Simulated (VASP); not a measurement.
**Run report: GaP, band-structure run (part 2 of 2)**

GaP (4 atoms in the cell); Kohn-Sham DFT of a periodic cell, r2SCAN, VASP PAW PBE potentials, recommended, no spin polarisation (VASP 6.6.1); cutoff 520 eV, 9×9×9 k-mesh, Gaussian smearing of 0.02 eV. The structure derives from a Materials Project entry.

Geometry of the input (Å; fractional positions):
```
1.9144  1.1053  6.3564
-1.9144  1.1053  6.3564
-0.0000  -2.2105  6.3564
Ga 0.4358  0.4358  0.4358
Ga 0.5642  0.5642  0.5642
P  0.0578  0.0578  0.0578
P  0.9422  0.9422  0.9422
```

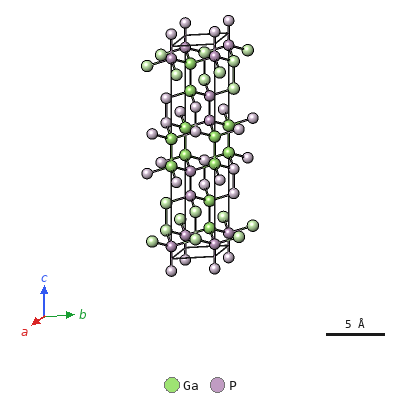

Fig. 1: The input geometry (ball-and-stick view of the cell 3 times as large as that of the calculation, set on its symmetry axes, seen slightly off an axis; neighbours outside the cell are drawn fainter). An atom can appear more than once, as a periodic image.

Parts of OUTCAR, continued:
```
   k-points           NKPTS =     85   k-points in BZ     NKDIM =     85   number of bands    NBANDS=     22
   number of dos      NEDOS =    301   number of ions     NIONS =      4
   total plane-waves  NPLWV = 125000
   dimension x,y,z NGX =    50 NGY =   50 NGZ =   50
   dimension x,y,z NGXF=   100 NGYF=  100 NGZF=  100
   ions per type =               2   2
   NGX,Y,Z   is equivalent  to a cutoff of  12.35, 12.35, 12.35 a.u.
   NGXF,Y,Z  is equivalent  to a cutoff of  24.70, 24.70, 24.70 a.u.
 SYSTEM =  unknown system
   PREC   = accura    normal or accurate (medium, high low for compatibility)
   ISTART =      0    job   : 0-new  1-cont  2-samecut
   ICHARG =      2    charge: 1-file 2-atom 10-const
   ISPIN  =      1    spin polarized calculation?
   LNONCOLLINEAR =      F non collinear calculations
   LSORBIT =      F    spin-orbit coupling
   LASPH  =      T    aspherical Exc in radial PAW
   ENCUT  =  520.0 eV  38.22 Ry    6.18 a.u.  12.51 12.51 12.51*2*pi/ulx,y,z
   NELM   =     80;   NELMIN=  2; NELMDL= -5     # of ELM steps
   EDIFF  = 0.1E-05   stopping-criterion for ELM
   LREAL  =      F    real-space projection
   EDIFFG = 0.1E-04   stopping-criterion for IOM
   NSW    =      0    number of steps for IOM
   IBRION =     -1    ionic relax: 0-MD 1-quasi-New 2-CG
   NFREE  =      0    steps in history (QN), initial steepest desc. (CG)
   ISIF   =      2    stress and relaxation
   ISYM   =      2    0-nonsym 1-usesym 2-fastsym
   POTIM  = 0.5000    time-step for ionic-motion
   TEBEG  =    0.0;   TEEND  =   0.0 temperature during run
   PSTRESS=    0.0 pullay stress
   NELECT =      36.0000    total number of electrons
   NUPDOWN=      -1.0000    fix difference up-down
   EMIN   =  10.00;   EMAX   =-10.00  energy-range for DOS
   EFERMI =   0.00;   METHOD = LEGACY
   ISMEAR =     0;   SIGMA  =   0.02  broadening in eV -4-tet -1-fermi 0-gaus
   EFERMI_NEDOS =   21; number of points for ismear=-14 and -15
   IALGO  =     38    algorithm
   IMIX   =      4    mixing-type and parameters
     AMIX     =   0.40;   BMIX     =  1.00
     AMIX_MAG =   1.60;   BMIX_MAG =  1.00
  volume/ion in A,a.u.               =      20.17       136.14
  Fermi-wavevector in a.u.,A,eV,Ry     =   1.250898  2.363854 21.289645  1.564745
  Thomas-Fermi vector in A             =   2.384870
   LORBIT       =      0    0 simple, 1 ext, 2 COOP (PROOUT), +10 PAW based schemes
   METAGGA = R2SCAN    functional components
   LHFCALC =     F    Hartree Fock is set to
   AEXX    =    0.0000 exact exchange contribution
   IVDW    =     0    specifies the selected vdW correction
   LEPSILON=     F    determine dielectric tensor
   LRPA    =     F    only Hartree local field effects (RPA)
 non-spin polarized calculation
 Gauss-broadening in eV      SIGMA  =   0.02
  energy-cutoff  :      520.00
  volume of cell :       80.70
 maximum number of plane-waves:      2190
 NGX is ok and might be reduce to    50
   NGX = 25   NGY = 25   NGZ = 25

 number of electron      36.0000001 magnetization

 Free energy of the ion-electron system (eV)
  ---------------------------------------------------
  ext. energy  EPLUGINS =         0.00000000
  ---------------------------------------------------
  free energy    TOTEN  =       -42.32824575 eV

  energy without entropy =      -42.32824575  energy(sigma->0) =      -42.32824575

 E-fermi :   4.9566     XC(G=0): -10.5730     alpha+bet :-10.9081

 val. band max:        4.8466189423   @ k =   0.0000   0.0000   0.0000
 cond. band min:       5.9589102576   @ k =  -0.4444  -0.4444   0.1111
 fundamental gap:      1.1122913154
 Fermi energy:         4.9566307008

 k-point     1 :       0.0000    0.0000    0.0000
  band No.  band energies     occupation
      1     -10.4229      2.00000
      2     -10.2745      2.00000
      3     -10.2745      2.00000
      4     -10.2556      2.00000
      5     -10.2556      2.00000
      6     -10.1885      2.00000
      7     -10.1885      2.00000
      8     -10.0524      2.00000
      9     -10.0469      2.00000
     10     -10.0469      2.00000
     11      -9.1225      2.00000
     12      -6.2161      2.00000
     13      -2.7893      2.00000
     14       2.9378      2.00000
     15       2.9378      2.00000
     16       4.6171      2.00000
     17       4.8466      2.00000
     18       4.8466      2.00000
     19       6.4647      0.00000
     20       7.0853      0.00000
     21       7.9484      0.00000
     22       8.8048      0.00000

 k-point     2 :       0.1111    0.0000    0.0000
  band No.  band energies     occupation
      1     -10.4203      2.00000
      2     -10.2968      2.00000
      3     -10.2726      2.00000
      4     -10.2658      2.00000
      5     -10.2493      2.00000
      6     -10.1914      2.00000
      7     -10.1849      2.00000
      8     -10.0585      2.00000
      9     -10.0477      2.00000
     10     -10.0308      2.00000
     11      -8.9785      2.00000
     12      -6.0926      2.00000
     13      -2.6946      2.00000
     14       2.0929      2.00000
     15       2.7651      2.00000
     16       3.7064      2.00000
     17       4.3807      2.00000
     18       4.5040      2.00000
     19       7.2152      0.00000
     20       7.4352      0.00000
     21       8.1719      0.00000
     22       9.1573      0.00000

 k-point     3 :       0.2222    0.0000   -0.0000
  band No.  band energies     occupation
      1     -10.4158      2.00000
      2     -10.3413      2.00000
      3     -10.2871      2.00000
      4     -10.2688      2.00000
      5     -10.2335      2.00000
      6     -10.1989      2.00000
      7     -10.1745      2.00000
      8     -10.0649      2.00000
      9     -10.0497      2.00000
     10     -10.0018      2.00000
     11      -8.5883      2.00000
     12      -5.7377      2.00000
     13      -2.4910      2.00000
     14       0.7361      2.00000
     15       1.9078      2.00000
     16       2.3884      2.00000
     17       3.7366      2.00000
     18       3.8459      2.00000
     19       7.4877      0.00000
     20       7.7173      0.00000
     21       8.1525      0.00000
     22      10.2171      0.00000

 k-point     4 :       0.3333    0.0000    0.0000
  band No.  band energies     occupation
      1     -10.4176      2.00000
      2     -10.3757      2.00000
      3     -10.3053      2.00000
      4     -10.2660      2.00000
      5     -10.2155      2.00000
      6     -10.2078      2.00000
      7     -10.1608      2.00000
      8     -10.0710      2.00000
      9     -10.0521      2.00000
     10      -9.9741      2.00000
     11      -8.0600      2.00000
     12      -5.2281      2.00000
     13      -2.4947      2.00000
     14      -0.0555      2.00000
     15       0.2737      2.00000
     16       2.0327      2.00000
     17       2.8716      2.00000
     18       3.2784      2.00000
     19       7.0374      0.00000
     20       7.7811      0.00000
     21       8.6088      0.00000
     22      10.0490      0.00000

 k-point     5 :       0.4444    0.0000   -0.0000
  band No.  band energies     occupation
      1     -10.4264      2.00000
      2     -10.3884      2.00000
      3     -10.3139      2.00000
      4     -10.2648      2.00000
      5     -10.2137      2.00000
      6     -10.2039      2.00000
      7     -10.1510      2.00000
      8     -10.0747      2.00000
      9     -10.0537      2.00000
     10      -9.9580      2.00000
     11      -7.6208      2.00000
     12      -4.8099      2.00000
     13      -2.7595      2.00000
     14      -0.8432      2.00000
     15      -0.0030      2.00000
     16       1.8299      2.00000
     17       2.1292      2.00000
     18       2.9653      2.00000
     19       6.7980      0.00000
     20       7.8302      0.00000
     21       8.8648      0.00000
     22       9.7459      0.00000

 [... the levels of 18 k-points are left out ...]

 k-point    24 :       0.4444    0.4444   -0.0000
  band No.  band energies     occupation
      1     -10.4191      2.00000
      2     -10.3597      2.00000
      3     -10.3415      2.00000
      4     -10.2711      2.00000
      5     -10.2141      2.00000
      6     -10.2021      2.00000
      7     -10.1514      2.00000
      8     -10.0937      2.00000
      9     -10.0479      2.00000
     10      -9.9586      2.00000
     11      -7.5631      2.00000
     12      -4.8175      2.00000
     13      -2.5313      2.00000
     14      -2.0556      2.00000
     15       0.7195      2.00000
     16       1.5348      2.00000
     17       3.5437      2.00000
     18       4.1465      2.00000
     19       6.0640      0.00000
     20       6.6074      0.00000
     21       6.9760      0.00000
     22       9.1794      0.00000

 [... further k-points ...]

------------------------ aborting loop because EDIFF is reached ----------------------------------------

  FORCE on cell =-STRESS in cart. coord.  units (eV):
  Direction    XX          YY          ZZ          XY          YZ          ZX
  --------------------------------------------------------------------------------------
  -------------------------------------------------------------------------------------
  Total        0.4030165      0.4030181      0.1411003      0.0000000      0.0000000     -0.0000000
  in kB        8.0015053      8.0015370      2.8014116      0.0000000      0.0000000     -0.0000000
  external PRESSURE =       6.2681513 kB  Pullay stress =       0.0000000 kB

 VOLUME and BASIS-vectors are now :
 -----------------------------------------------------------------------------
  energy-cutoff  :      520.00
  volume of cell :       80.70
      direct lattice vectors                 reciprocal lattice vectors
     1.914380000  1.105270000  6.356440000     0.261181166  0.150792717  0.052440255
    -1.914380000  1.105270000  6.356440000    -0.261181166  0.150792717  0.052440255
     0.000000000 -2.210540000  6.356440000     0.000000000 -0.301585435  0.052440255

 POSITION                                       TOTAL-FORCE (eV/Angst)
 -----------------------------------------------------------------------------------
      0.00000      0.00000      8.31041         0.000000     -0.000000      0.013495
      0.00000      0.00000     10.75891         0.000000     -0.000000     -0.013495
      0.00000      0.00000      1.10202         0.000000      0.000000     -0.108428
      0.00000      0.00000     17.96730         0.000000     -0.000000      0.108428
 -----------------------------------------------------------------------------------
    total drift:                                0.000000      0.000000      0.000000

  FREE ENERGIE OF THE ION-ELECTRON SYSTEM (eV)
  ---------------------------------------------------
  free  energy   TOTEN  =       -42.3282457527 eV

  energy  without entropy=      -42.3282457527  energy(sigma->0) =      -42.32824575
```

CONTCAR:
```
GaP
   1.00000000000000
     1.9143800000000000    1.1052700000000000    6.3564400000000001
    -1.9143800000000000    1.1052700000000000    6.3564400000000001
     0.0000000000000000   -2.2105399999999999    6.3564400000000001
  Ga              P
     2     2
Direct
     0.4358000000000004    0.4358000000000004    0.4358000000000004
     0.5641999999999996    0.5641999999999996    0.5641999999999996
     0.0577899999999971    0.0577899999999971    0.0577899999999971
     0.9422100000000029    0.9422100000000029    0.9422100000000029

  0.00000000E+00  0.00000000E+00  0.00000000E+00
  0.00000000E+00  0.00000000E+00  0.00000000E+00
  0.00000000E+00  0.00000000E+00  0.00000000E+00
  0.00000000E+00  0.00000000E+00  0.00000000E+00
```

Results in brief:

| quantity | value |
| --- | --- |
| outcome | converged |
| space group (tolerance 0.01 Å) | R-3m (166) |
| electrons treated | 36 |
| free energy | −42.3282 eV |
| gap on the k-point mesh | 1.11 eV |
| gap on the band path | 1.02 eV |
| pressure | 0.63 GPa |
| largest force (length of the vector) | 0.108 eV/Å |
| hardware | 1 thread of AMD EPYC (Zen 3), 64 GiB of memory available, shared host |
| wall time | 80 min |
| peak memory | 0.42 GiB |
